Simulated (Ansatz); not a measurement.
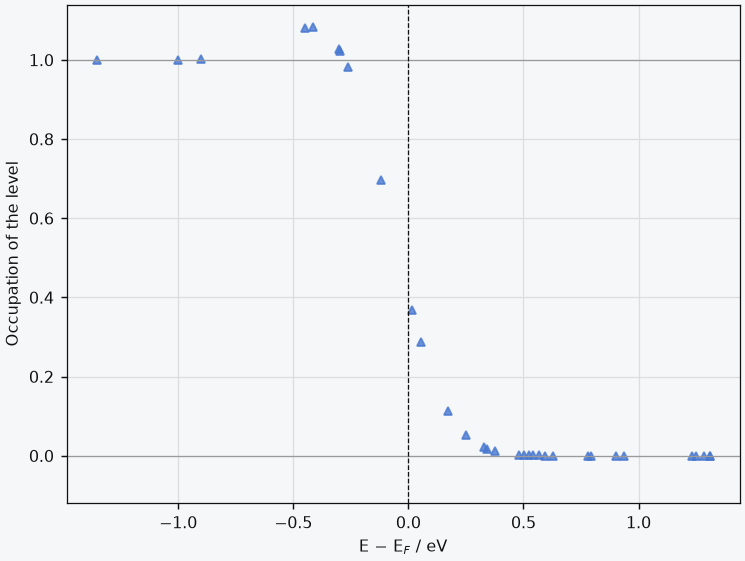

Occupations of the one-electron levels of the k mesh against their energy, from a run on C (defect cell), 15 atoms in the cell, with Ansatz.

**Which smearing scheme was used (Fermi-Dirac, Gaussian, Methfessel-Paxton or cold), and about what width?**

cold (Marzari-Vanderbilt) smearing with a width of 0.3 eV. The occupations overshoot 1 below the Fermi level (up to 1.08) but never turn negative, and they are not symmetric about it.

**Is that width safe?**

It is wide: energies, forces and moments pick up smearing errors, and small gaps get partly filled, so it should be reduced or extrapolated to zero width.
